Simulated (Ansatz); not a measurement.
Given this structure, the end point of a relaxation with Ansatz, DFT, m-r2SCAN, plane waves (500 eV) with PAW, scalar-relativistic; the starting structure was generated, so it need not be a known form of this composition, written in its standard cell:

```yaml
crystal:
  lattice:
    - [6.21404, 0.00000, 0.00000]
    - [0.00000, 6.21404, 0.00000]
    - [0.00000, 0.00000, 6.21404]
  atoms:
    - { symbol: Zr, position: [0.75000, 0.75000, 0.75000] }
    - { symbol: Zr, position: [0.00000, 0.50000, 0.00000] }
    - { symbol: Zr, position: [0.75000, 0.25000, 0.25000] }
    - { symbol: Zr, position: [0.00000, 0.00000, 0.50000] }
    - { symbol: Zr, position: [0.25000, 0.75000, 0.25000] }
    - { symbol: Zr, position: [0.50000, 0.50000, 0.50000] }
    - { symbol: Zr, position: [0.25000, 0.25000, 0.75000] }
    - { symbol: Zr, position: [0.50000, 0.00000, 0.00000] }
```

### What does the kinematic electron diffraction pattern along [110] look like at 300 kV (B = 0.5 Å²)?

The spots form a centred rectangular net with both shortest vectors at d = 3.59 Å, 70.5° apart. They are -1 1 -1 and -1 1 1. The pattern has symmetry 2mm. The lattice centring (F) removes all reflections that break h + k = 2n, h + l = 2n; a screw axis and a glide plane both extinguish reflections such as 0 0 2; reflections such as 2 -2 -2, 2 -2 2, 4 -4 -2 are allowed by the space group but vanish because the atoms sit on special positions.

Strongest reflections with d > 1.10 Å, one of each family (|F|² from tabulated Gaussian fits of the electron scattering factors, times a small damping for the curvature of the Ewald sphere):

| hkl | d (Å) | I (strongest = 100) |
| --- | --- | --- |
| 1 -1 1 | 3.588 | 100 |
| 2 -2 0 | 2.197 | 82 |
| 0 0 4 | 1.554 | 37 |
| 1 -1 3 | 1.874 | 29 |
| 2 -2 4 | 1.268 | 22 |
| 3 -3 1 | 1.426 | 15 |

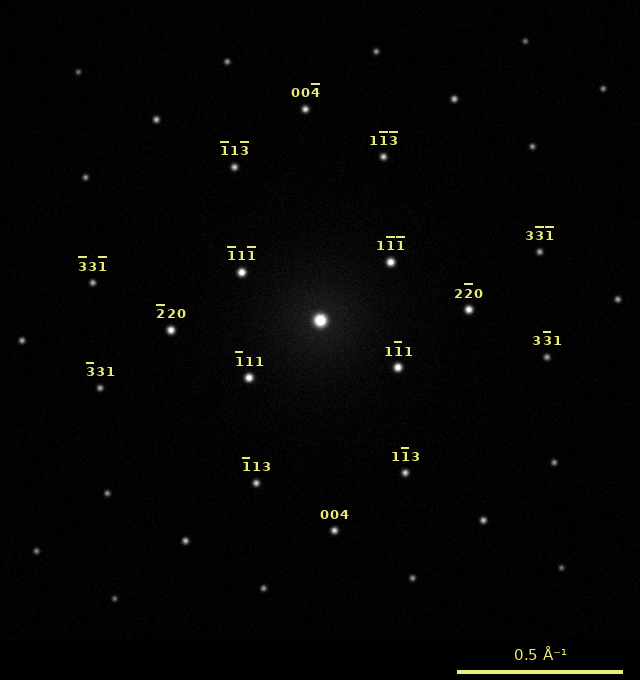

Calculated pattern, seen from the source side with [110] pointing towards the source.
